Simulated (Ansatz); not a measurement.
BN

Input

```
crystal:
  lattice:
    - [-0.0218228242, 1.745825935, 1.745825935]
    - [1.745825935, -0.0218228242, 1.745825935]
    - [1.7240031108, 1.7240031108, 0.0]
  atoms:
    - { symbol: B, position: [0.0, 0.0, 0.0] }
    - { symbol: "N", position: [0.5, 0.5, 0.5] }
kpoints:
  mp_grid: { grid: [12, 12, 12] }
  band_path:
    path:
      - [0.0, 0.0, 0.0]
      - [0.5, 0.0, 0.5]
      - [0.625, 0.25, 0.625]
      - [0.375, 0.375, 0.75]
      - [0.5, 0.5, 0.5]
      - [0.5, 0.25, 0.75]
      - [-0.165365, 0.164062, 0.0]
      - [0.5, 0.5, 0.0]
    npoints: 1
hamiltonian:
  xc: r2scan
scf:
  occupations: { method: fixed }
  n_extra_bands: 4
output:
  forces: true
  stress: true
  eigenvalues: true
  write_density: true
  write_potential: true
  elf: true
  volumetric_format: npy
```

Launched as:

```sh
ansatz run input.yaml --threads 4 --pin off --max-ram 4608MiB --backend cpu --events-out ev --progress --plain --runs-dir out
```

Below, planes, directions and counts refer to the conventional cell (a = 2.44 Å, b = 2.50 Å, c = 3.49 Å, α = 90.00°, β = 90.00°, γ = 90.00°).

Space group Immm; started from the rocksalt prototype, which need not be the ambient phase; changed on purpose from its base cell (shear xy strain -2.5%).

Theory: DFT, r2SCAN, plane waves, PAW (Ansatz 0.2.0).

Predict the valence pseudo-density and electron localisation function between the atoms.

B–N (1.75 Å): ρ is about 0.93 e/Å³ halfway; the ELF peaks at about 0.85 between the atoms.

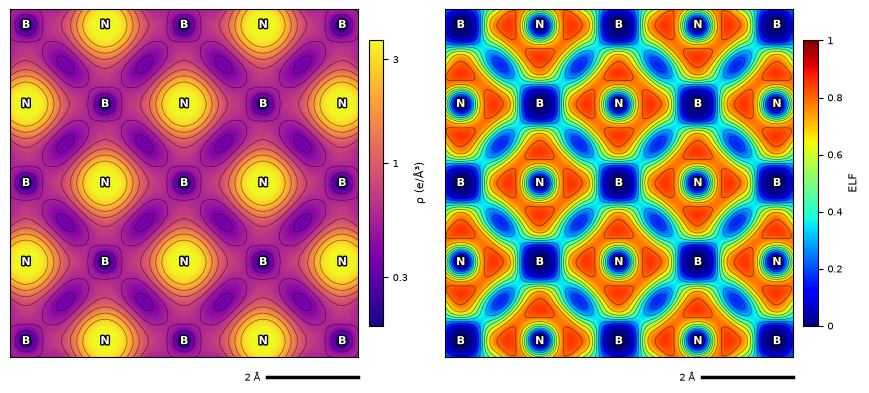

Computed valence pseudo-density and electron localisation function on the (110) plane of the conventional cell, in this order. 

In a PAW calculation such maps are meaningful between the atoms, not at the nuclei.
